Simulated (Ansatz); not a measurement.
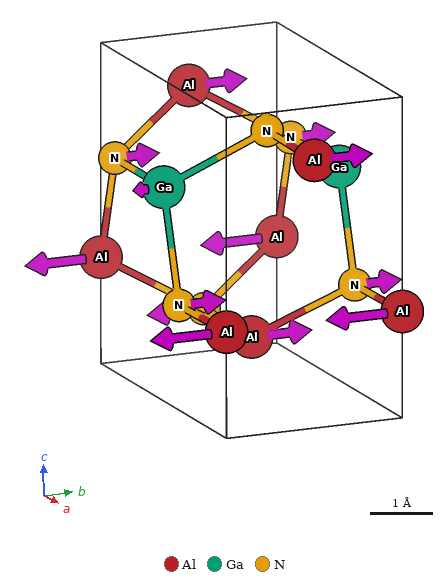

Phonons of a crystal of Al3GaN4, at the zone centre. The optical levels lie at 175, 201, 226, 250, 314, 359, 423, 499, 522, 593, 606, 615, 645, 655, 662, 667, 682 (×2), 720, 725, 742 cm⁻¹. One mode is drawn. The purple arrows are the displacements of the atoms (eigenvector over the root of the mass), of arbitrary overall length and sign. The picture is a ball-and-stick view of the cell of the calculation, seen slightly off an axis.

Theory: Ansatz, DFT LDA, scalar-relativistic, plane waves, PAW. (plane-wave cutoff 420 eV; k-point mesh 6 × 8 × 4; occupations fixed; no spin polarisation)

Frequencies are those without the non-analytic (LO–TO) term.

Which of these frequencies is the drawn mode's?

The level at 314 cm⁻¹. This is the A″ mode, optical level 5 of 20, counted from below, infrared- and Raman-active by symmetry. All motion is along b; it mainly bends the Al–N, Ga–N bonds; the kinetic energy is shared as Al 72 %, N 22 %, Ga 6 %. Its infrared intensity is 0.089 (D/Å)²/amu.
